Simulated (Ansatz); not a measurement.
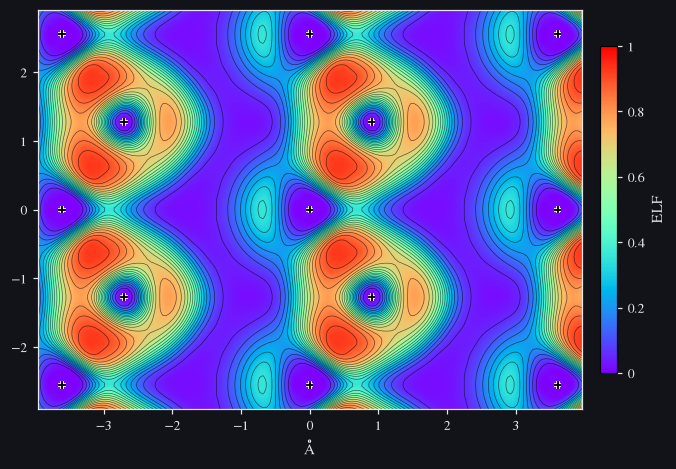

The electron localisation function on a plane through atoms (crosses mark nuclei in the plane).

The calculation used DFT r2SCAN, scalar-relativistic, plane waves, PAW (Ansatz 0.2.0).

Candidates:
A. HfO2, a = 4.84 Å, b = 4.84 Å, c = 3.22 Å, α = 90.00°, β = 90.00°, γ = 90.00°. Space group P4₂/mnm; a structure from a database of computed crystals, not necessarily the ambient phase.
B. BN, a = 3.61 Å, b = 3.61 Å, c = 3.61 Å, α = 90.00°, β = 90.00°, γ = 90.00°. Space group F-43m; a structure from a database of computed crystals, not necessarily the ambient phase.

> Which candidate gave the map?

Candidate B: BN on the (101) plane of the conventional cell, which holds B and N. B–N (1.56 Å): the ELF peaks at about 0.95 between the atoms (a polar covalent bond).
